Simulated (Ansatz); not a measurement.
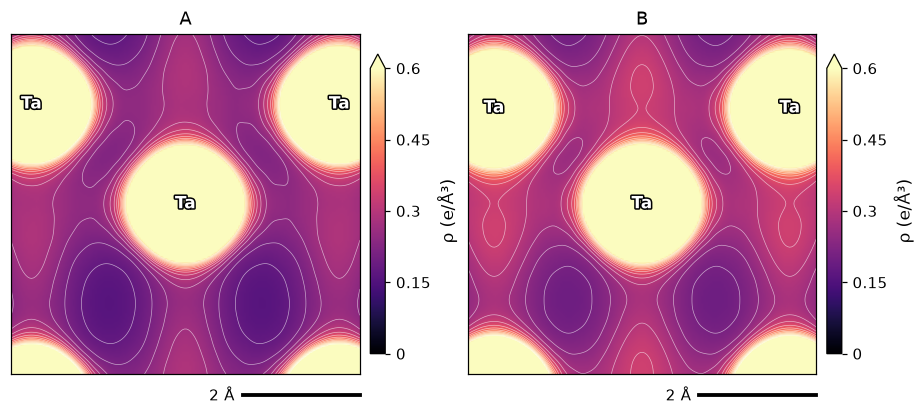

Ta. The valence electron density of two cells that differ in size, on the (110) plane of each (indices in the axes of the calculation cell), at one length scale and on one colour scale; one has 17.7 and the other 19.9 Å³ an atom.

Computed with Kohn-Sham DFT of a periodic cell, PBE0, Ansatz PAW in Ansatz 0.2.0.

The larger cell:

```
Ta
1.0
     2.95726    0.00000    0.00000
    -1.47863    2.56106    0.00000
     0.00000    0.00000    5.26760
Ta
2
Cartesian
  0.0000 1.7074 1.3169
  1.4786 0.8537 3.9507
```

The smaller cell: a = 2.841 Å, b = 2.841 Å, c = 5.061 Å, α = 90.00°, β = 90.00°, γ = 120.00°.

Question: Which panel shows the smaller cell, and what does the compression change?

Answer: Panel B is the smaller cell, by 11 % in volume. From the larger cell to the smaller, Ta–Ta goes from 3.14 to 3.02 Å, and the density at its midpoint from 0.22 to 0.26 e/Å³; the pressure goes from −12 to 9 GPa.
